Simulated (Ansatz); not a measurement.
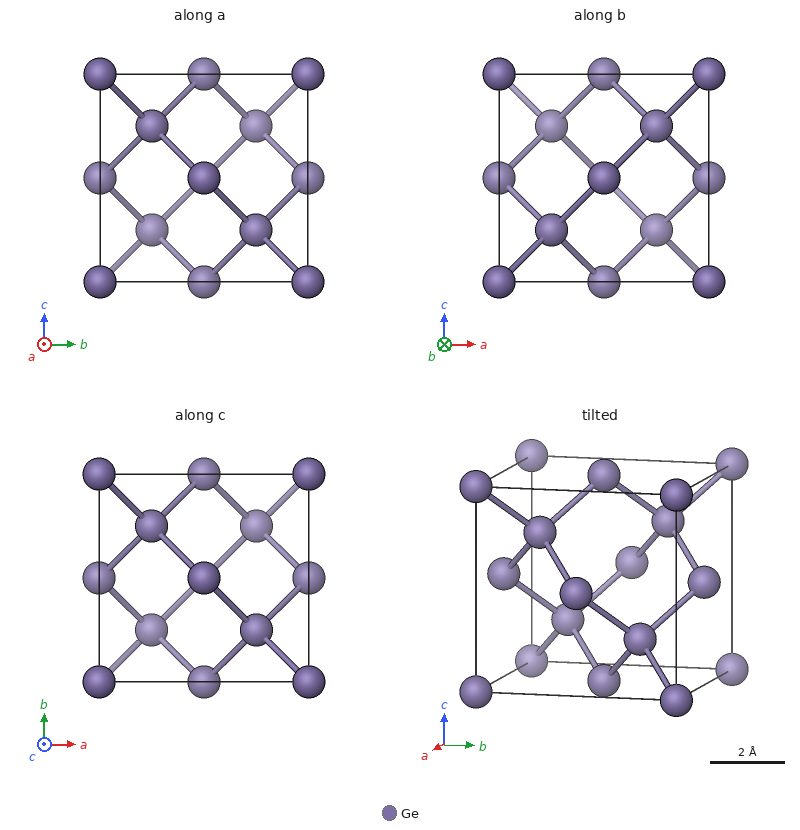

We look at a ball-and-stick model of the crystal along the a axis, along the b axis, along the c axis and slightly off an axis. The drawn cell (a repeat of the simulation cell) is outlined; an atom on or near a face, edge or corner is repeated at each equivalent position.

Lattice parameters: a = 5.727 Å, b = 5.674 Å, c = 5.674 Å, α = 90.00°, β = 90.00°, γ = 90.00°. Put a along x and b in the xy plane.

Give the atomic positions as a POSCAR file.

Answer.
```
Ge
1.0
     5.727    0.000    0.000
     0.000    5.674    0.000
     0.000    0.000    5.674
Ge
8
Direct
  0.0000 0.0000 0.0000
  0.2500 0.2500 0.2500
  0.5000 0.5000 0.0000
  0.7500 0.7500 0.2500
  0.5000 0.0000 0.5000
  0.7500 0.2500 0.7500
  0.0000 0.5000 0.5000
  0.2500 0.7500 0.7500
```

The cell started as a structure type filled with this element by a generator (whether the element takes this form wasn't checked). The cell was then strained or its atoms displaced on purpose. An electronic-structure calculation with Ansatz was run on it.
